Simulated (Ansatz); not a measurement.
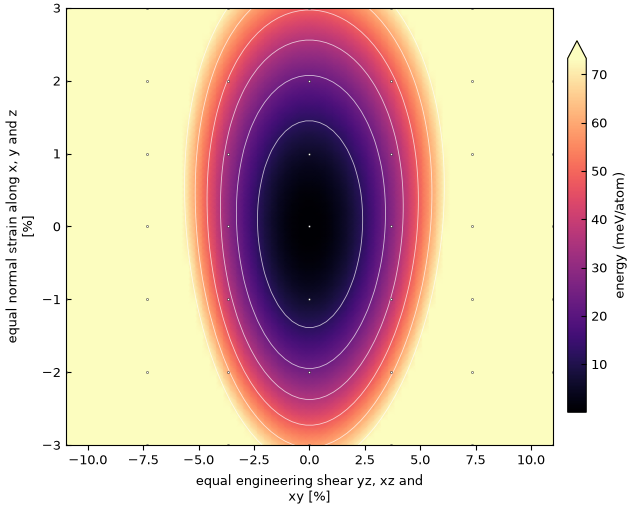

Al3GaN4 (P-43m, No. 215; 8 atoms in the cell). The energy is mapped over two homogeneous strains (x, y and z along the cube axes). The first coordinate is: equal engineering shear yz, xz and xy; the second: equal normal strain along x, y and z. Nothing is relaxed (fractional coordinates fixed). Grid: 7 × 7 points. Points are written as (first, second). All energies are given in meV/atom relative to the lowest grid point. Computed with DFT PBEsol, scalar-relativistic, plane waves, PAW in Ansatz 0.2.0. Settings: cutoff 520 eV, k-mesh 6×6×6, gaussian smearing 0.05 eV, no spin polarisation.

In the figure: a smooth colour map with a few white contour lines, dots at the grid points, one colour for all values above the top of the scale. Between grid points the surface is interpolated.

### Where is the minimum, and how stiff is the crystal against these two strains (in GPa)?

The interpolated minimum is at 0.0 % and 0.0 %. Divided by the cell volume of 85.6 Å³, the second derivatives of the energy there are about 640 GPa along the first strain and 1800 GPa along the second, with a cross term of about 0 GPa (clamped ions). Round the minimum the two coordinates are nearly uncoupled.
